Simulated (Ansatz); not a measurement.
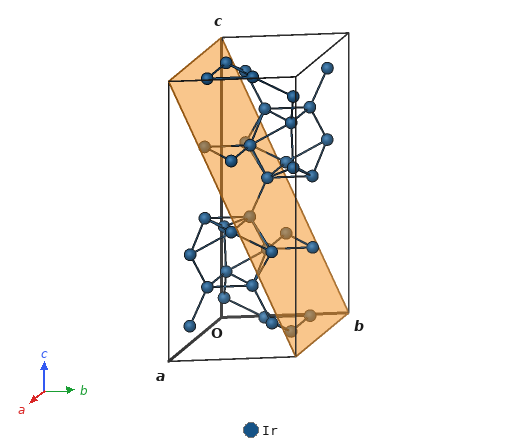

For Ir, coordinates from a relaxation with DFT PBEsol, scalar-relativistic, plane waves, PAW in Ansatz; the starting structure was generated, so it need not be a known form of this composition: every member of one family of equally spaced planes, hx + ky + lz = a whole number, that cuts the unit cell is shaded (one member passes through the origin O, touching the cell only at an edge or corner). Symmetry computed with spglib at a tolerance of 0.002 Å; standard conventional cell.

a = 6.996 Å, b = 6.996 Å, c = 16.557 Å, α = 90.00°, β = 90.00°, γ = 120.00°.

Which (hkl) family is drawn?

Answer. (0 1 1), in four indices (0 1 −1 1); the opposite sign names the same planes. The member next to the origin meets the axes a never, b at 1, c at 1.

What is the spacing?

Answer. d = 5.690 Å.

Which atoms of the cell lie in these planes (within 0.03 Å)?

Answer. No atom.

The space group is No. 166, R-3m, hexagonal axes. How many reflections hkl are equivalent to this one (itself included), and does it occur?

Answer. 6 reflections are equivalent in the Laue class -3m. The reflection is systematically absent, by the centring.
